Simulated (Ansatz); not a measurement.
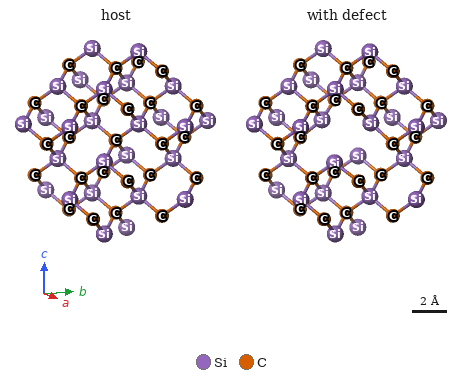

Left: perfect SiC. Right: the same region with one point defect, after relaxing the atoms in a supercell of 64 sites. A ball-and-stick model of the atoms within 6.0 Å of one point, in a slice 5.0 Å thick across the line of sight, seen slightly off an axis.

Method: DFT, PBEsol, PAW, plane waves (Ansatz 0.2.0). Set-up: plane-wave cutoff 420 eV; k-point mesh 1 × 1 × 1; mesh shifted by (0.25, 0.25, 0.25); no spin polarisation. Fermi-Dirac smearing of 0.01 eV. A uniform background neutralises the charged cell. The axes drawn are those of the host's conventional cell.

Question: Which defect is it?

Answer: A carbon atom is taken out (a vacancy).

The charge state of the cell is +4.

Question: What does the relaxation do around it?

Answer: Around the empty C site the host had 4 Si at 1.89 Å; after relaxation the nearest atoms are 4 Si at 1.98 to 1.99 Å. Of the host's atoms, a silicon atom moves furthest from its site, by 0.11 Å.

Limits of the set-up: the cell is charged, on a uniform background, and energies carry no finite-size correction.
